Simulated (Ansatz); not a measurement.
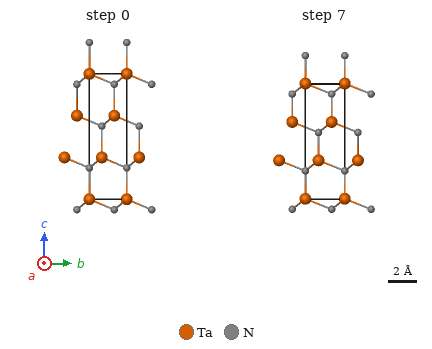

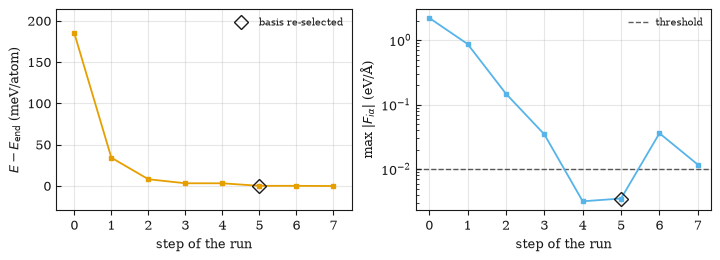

First and last geometry of a relaxation of solid TaN (a generated structure, set up in R3m), with the history of the run. A ball-and-stick model of the cell of the calculation, reduced to other axes, seen along the a axis. Lengths and directions refer to the drawn axes.

Case: stacking ABC.

All numbers below come from DFT PBE, scalar-relativistic, plane waves, PAW (Ansatz). Settings: plane-wave cutoff 420 eV; k-point mesh 18 × 18 × 6; occupations gaussian; smearing width 0.1 eV; no spin polarisation; cell and atoms relaxed; force threshold 0.01 eV/Å; at most 45 steps.

What do the curves and the structures tell?

The run was cut off at its time limit before the relaxation converged, so the last structure is only a point on the way. The largest moves relative to the cell, 0.032 Å, are those of Ta and N atoms. Largest moves by element: N 0.032 Å, Ta 0.032 Å. Cell: a = b 3.152 → 3.326 Å (+5.5 %), c 9.156 → 8.417 Å (−8.1 %). Volume +2.3 %. Near-neighbour distances that change, for instance: N–Ta 2.289 → 2.039 Å, Ta–Ta 3.152 → 3.326 Å, Ta–Ta 3.554 → 3.400 Å, N–Ta 1.973 → 2.067 Å. The space group stays R3m (No. 160). The energy falls by 185 meV per atom in 6 accepted moves (7 points after the start). Largest force component: 2.2 eV/Å at the start, 0.012 eV/Å at the end. Pressure: 13.88 GPa at the start and 0.02 GPa at the end. At 1 point the geometry stayed and the basis and grid were re-selected for the new cell (energy shift of 3.1 meV per atom at most each time). The run took 15 min on 1 thread of Intel(R) Xeon(R) Processor @ 2.50GHz (Skylake/Cascade Lake), with other jobs on the host, peak memory 0.66 GiB.
